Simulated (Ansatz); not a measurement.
# Two runs on AlCu

System: AlCu (2 atoms in the cell).
Method of the first run: DFT r2SCAN, scalar-relativistic, plane waves, PAW, no spin polarisation (Ansatz 0.2.0).

The structure derives from a Materials Project entry. Text and figures count atoms from 1; the logs count them from 0 in places.

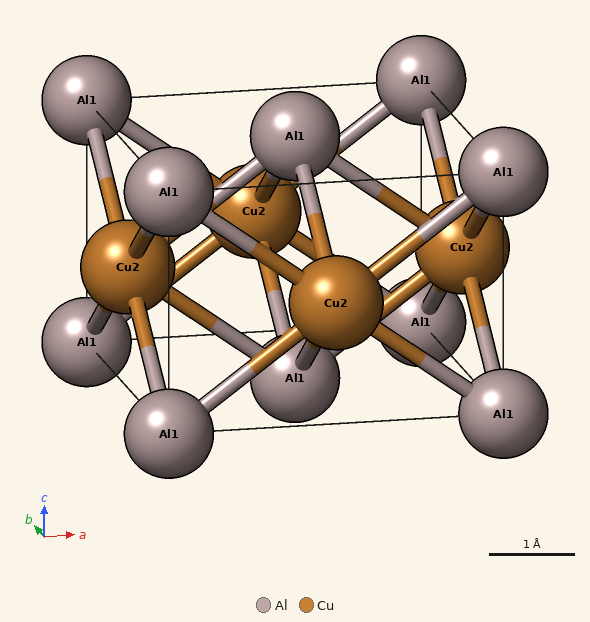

Figure 1. The structure (ball-and-stick view of the cell 2 times as large as that of the calculation, set on its symmetry axes, seen slightly off an axis; atoms are numbered from 1 in the order of the input). An atom can appear more than once, as a periodic image. Near neighbours in the periodic cell (some may lie outside the picture): Al has 8 Cu at 2.51 to 2.61 Å; Cu has 8 Al at 2.51 to 2.61 Å.

### Input file, the first run
```yaml
crystal:
  lattice:
    - [2.9568445737, -0.0887053372, 0.0]
    - [-0.0887053372, 2.9568445737, 0.0]
    - [0.0, 0.0, 2.9568445737]
  atoms:
    - { symbol: Al, position: [0.0, 0.0, 0.0] }
    - { symbol: Cu, position: [0.5, 0.5, 0.5] }
basis:
  ecutwfc: 500
kpoints:
  mp_grid: { grid: [20, 20, 20] }
hamiltonian:
  xc: r2scan
scf:
  occupations: { method: gaussian, width: 0.15 }
output:
  forces: true
  stress: true
  eigenvalues: true
```

Launched with:
```bash
ansatz run input.yaml --threads 1 --pin off --max-ram 2560MiB --backend cpu --events-out ev --progress --plain --runs-dir out
```

Hardware: 1 thread of Intel Xeon @ 2.50GHz (Skylake/Cascade Lake), 189 GiB of memory available, shared host.

### Output, shortened to warnings, some set-up lines, iterations and results (the first run)
```
Basis set: ecut = 500 eV, 663 PW (Γ), exchange–correlation on 96×96×96 points (64 copies of the dense FFT grid, shifted against one another)
Symmetry: 8 space group operations
k-points: 1221 of 8000
Initial density: superposition of atomic densities (neutral atoms: chi_scale 0, normalization atom), corrected by the library's trained network
[...]
SCF iter   1: F=—  HF=-7171.978062 eV  |F-HF|=—  |Δ(HF+E_count)|=         —  Δρ=2.58e-2  dr2=1.19e-1  dr2_τ=6.88e-3  ethr=1.77e-3  ⟨swp⟩=4.1  Hψ=81739  notcnv=0
SCF iter   2: F=—  HF=-7171.983373 eV  |F-HF|=—  |Δ(HF+E_count)|=   5.31e-3  Δρ=1.50e-2  dr2=2.75e-2  dr2_τ=6.90e-4  ethr=5.39e-4  ⟨swp⟩=2.0  Hψ=40132  notcnv=0  defer=65
SCF iter   3: F=—  HF=-7171.969418 eV  |F-HF|=—  |Δ(HF+E_count)|=   1.40e-2  Δρ=2.52e-3  dr2=2.08e-3  dr2_τ=1.22e-5  ethr=1.25e-4  ⟨swp⟩=2.1  Hψ=31381  notcnv=0  defer=65
SCF iter   4: F=—  HF=-7171.968610 eV  |F-HF|=—  |Δ(HF+E_count)|=   8.08e-4  Δρ=9.38e-4  dr2=1.59e-4  dr2_τ=1.11e-6  ethr=9.45e-6  ⟨swp⟩=2.0  Hψ=27382  notcnv=0  defer=65
SCF iter   5: F=—  HF=-7171.968637 eV  |F-HF|=—  |Δ(HF+E_count)|=   2.76e-5  Δρ=1.61e-4  dr2=6.56e-6  dr2_τ=1.57e-7  ethr=7.21e-7  ⟨swp⟩=2.2  Hψ=25496  notcnv=0  defer=65
SCF iter   6: F=—  HF=-7171.968626 eV  |F-HF|=—  |Δ(HF+E_count)|=   1.14e-5  Δρ=7.20e-5  dr2=1.57e-6  dr2_τ=1.66e-8  ethr=2.98e-8  ⟨swp⟩=2.3  Hψ=27385  notcnv=0  defer=65
SCF iter   7: F=-7171.968626 eV  HF=-7171.968626 eV  |F-HF|=6.34e-8  |Δ(HF+E_count)|=   1.62e-7  Δρ=2.10e-5  dr2=9.27e-8  dr2_τ=3.48e-10  ethr=4.55e-10  ⟨swp⟩=2.9  Hψ=65055  …
SCF 1 converged in 7 iterations: F = -7171.968626 eV  dr2 = 9.27e-8
SCF converged after 7 iterations
Free energy (F): -7171.968626 eV
Harris-Foulkes:  -7171.968626 eV  (|F-HF|=6.34e-8)
Internal energy: -7171.961935 eV  (E = F + TS)
E sigma→0 (E₀):  -7171.965280 eV
Entropy (-TS):   -0.006691 eV (-3.345 meV/atom)
Fermi energy:    13.710860 eV
--- Per-component energies (eV) ---
  E_band       = -447.212268
  E_kinetic    = 324.625310
  E_local      = -5158.791896  (includes V_loc(G=0)·N_el)
  E_nonlocal   = 401.094070
  E_hartree    = 2311.445445
  E_xc         = -121.988564
  E_vxc        = -158.563886  (∫ρ·V_xc dr)
  E_paw        = -2148.318698  (= ΣΔE_a)
  E_vpaw       = -489.152879  (= ΣTr[D̂ρ^β])
  E_aug_tail   = 0.000148  (compensation charges beyond the density's cutoff)
  E_vtau       = 10.714607  (kinetic-family band-sum trace: ∫τ·v_τ [+ j·A + Jᵃ·Aᵃ] dr)
  E_ewald      = -2779.666535
  E_core_change = -0.361216  (= ΣΔE_core)
  E_smearing   = -0.006691  (= −TS)
  E_closure    = -0.000000  (closes the sum)
  Σ components = -7171.968626   (vs F -7171.968626, Δ=0.00e0)
--- Forces (eV/Å), atoms counted from 1 ---
  atom   1  Al     0.00000000     0.00000000     0.00000000
  atom   2  Cu     0.00000000     0.00000000     0.00000000
  max |Σ_I F_I| component: 1.06e-28 eV/Å
--- Stress (GPa, compression-positive) ---
        1.262040       3.888578       0.000000
        3.888578       1.262040       0.000000
        0.000000       0.000000      -0.249103
  P = ⅓ Tr σ = 0.7583 GPa (7.583 kbar)
```

The input of the second run differs as follows (lines with − go, lines with + come):
```diff
-    - [2.9568445737, -0.0887053372, 0.0]
-    - [-0.0887053372, 2.9568445737, 0.0]
+    - [2.9568445737, 0.0665290029, 0.0]
+    - [0.0665290029, 2.9568445737, 0.0]
```

Predict how the results change.

With the same functional and potentials, the second run lies 4.0 meV per atom lower. The pressure goes from 0.76 to 0.45 GPa. The number of SCF iterations is the same.

### Output, shortened to warnings, some set-up lines, iterations and results (the second run)
```
Basis set: ecut = 500 eV, 663 PW (Γ), exchange–correlation on 96×96×96 points (64 copies of the dense FFT grid, shifted against one another)
Symmetry: 8 space group operations
k-points: 1221 of 8000
Initial density: superposition of atomic densities (neutral atoms: chi_scale 0, normalization atom), corrected by the library's trained network
[...]
SCF iter   1: F=—  HF=-7171.985944 eV  |F-HF|=—  |Δ(HF+E_count)|=         —  Δρ=2.57e-2  dr2=1.18e-1  dr2_τ=6.87e-3  ethr=1.77e-3  ⟨swp⟩=4.1  Hψ=81692  notcnv=0
SCF iter   2: F=—  HF=-7171.991339 eV  |F-HF|=—  |Δ(HF+E_count)|=   5.40e-3  Δρ=1.51e-2  dr2=2.76e-2  dr2_τ=6.81e-4  ethr=5.36e-4  ⟨swp⟩=2.0  Hψ=40120  notcnv=0  defer=65
SCF iter   3: F=—  HF=-7171.977420 eV  |F-HF|=—  |Δ(HF+E_count)|=   1.39e-2  Δρ=2.48e-3  dr2=2.05e-3  dr2_τ=1.20e-5  ethr=1.25e-4  ⟨swp⟩=2.1  Hψ=31333  notcnv=0  defer=65
SCF iter   4: F=—  HF=-7171.976625 eV  |F-HF|=—  |Δ(HF+E_count)|=   7.95e-4  Δρ=9.41e-4  dr2=1.61e-4  dr2_τ=1.11e-6  ethr=9.33e-6  ⟨swp⟩=2.0  Hψ=27376  notcnv=0  defer=65
SCF iter   5: F=—  HF=-7171.976653 eV  |F-HF|=—  |Δ(HF+E_count)|=   2.77e-5  Δρ=1.64e-4  dr2=6.76e-6  dr2_τ=1.64e-7  ethr=7.33e-7  ⟨swp⟩=2.2  Hψ=25535  notcnv=0  defer=65
SCF iter   6: F=—  HF=-7171.976641 eV  |F-HF|=—  |Δ(HF+E_count)|=   1.13e-5  Δρ=7.07e-5  dr2=1.57e-6  dr2_τ=1.74e-8  ethr=3.07e-8  ⟨swp⟩=2.4  Hψ=27570  notcnv=0  defer=65
SCF iter   7: F=-7171.976641 eV  HF=-7171.976641 eV  |F-HF|=6.02e-8  |Δ(HF+E_count)|=   1.71e-7  Δρ=2.05e-5  dr2=8.95e-8  dr2_τ=3.32e-10  ethr=4.55e-10  ⟨swp⟩=2.9  Hψ=65211  …
SCF 1 converged in 7 iterations: F = -7171.976641 eV  dr2 = 8.95e-8
SCF converged after 7 iterations
Free energy (F): -7171.976641 eV
Harris-Foulkes:  -7171.976641 eV  (|F-HF|=6.02e-8)
Internal energy: -7171.969570 eV  (E = F + TS)
E sigma→0 (E₀):  -7171.973105 eV
Entropy (-TS):   -0.007071 eV (-3.536 meV/atom)
Fermi energy:    13.723755 eV
--- Per-component energies (eV) ---
  E_band       = -447.269217
  E_kinetic    = 324.592184
  E_local      = -5159.403851  (includes V_loc(G=0)·N_el)
  E_nonlocal   = 401.038315
  E_hartree    = 2311.734071
  E_xc         = -121.978131
  E_vxc        = -158.547705  (∫ρ·V_xc dr)
  E_paw        = -2148.287147  (= ΣΔE_a)
  E_vpaw       = -489.100403  (= ΣTr[D̂ρ^β])
  E_aug_tail   = 0.000149  (compensation charges beyond the density's cutoff)
  E_vtau       = 10.712053  (kinetic-family band-sum trace: ∫τ·v_τ [+ j·A + Jᵃ·Aᵃ] dr)
  E_ewald      = -2779.303944
  E_core_change = -0.361216  (= ΣΔE_core)
  E_smearing   = -0.007071  (= −TS)
  E_closure    = -0.000000  (closes the sum)
  Σ components = -7171.976641   (vs F -7171.976641, Δ=0.00e0)
--- Forces (eV/Å), atoms counted from 1 ---
  atom   1  Al    -0.00000000    -0.00000000     0.00000000
  atom   2  Cu     0.00000000     0.00000000     0.00000000
  max |Σ_I F_I| component: 7.49e-29 eV/Å
--- Stress (GPa, compression-positive) ---
        0.744272      -2.710803       0.000000
       -2.710803       0.744272       0.000000
        0.000000       0.000000      -0.135119
  P = ⅓ Tr σ = 0.4511 GPa (4.511 kbar)
```

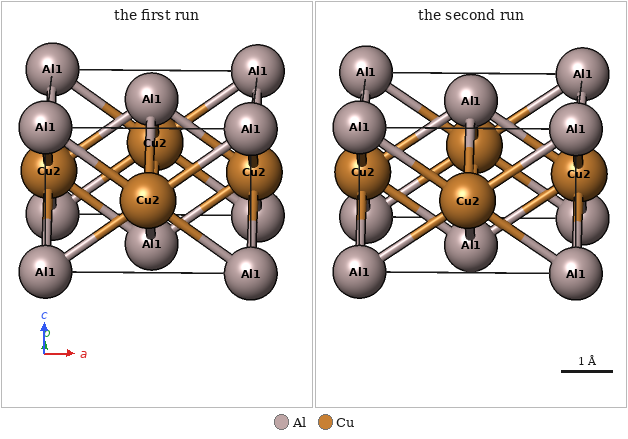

Figure 2. The two input geometries at one scale (ball-and-stick view of the cell 2 times as large as that of the calculation, set on its symmetry axes, seen at an oblique angle). The atoms keep their places relative to the cell (all moves are under 0.005 Å). The drawn cell changes at constant volume: a 4.056 → 4.276 Å (+5.4 %), b 4.307 → 4.088 Å (−5.1 %), c stays at 2.957 Å. Among the contacts that change: Al1–Cu2 2.612 → 2.522 Å.

### The two runs side by side

| quantity | the first run | the second run |
| --- | --- | --- |
| outcome | converged | converged |
| free energy per atom (eV) | −3585.9843 | −3585.9883 |
| energy per atom, smearing taken to zero (eV) | −3585.9826 | −3585.9866 |
| gap on the mesh (eV) | 0.00 | 0.00 |
| pressure (GPa) | 0.76 | 0.45 |
| volume per atom (Å³) | 12.91 | 12.92 |
| largest force (eV/Å) | 0.000 | 0.000 |
| SCF iterations | 7 | 7 |
| irreducible k-points | 1221 | 1221 |
| plane waves at Γ | 663 | 663 |
| wall time (shared host) | 1.7 min | 1.7 min |
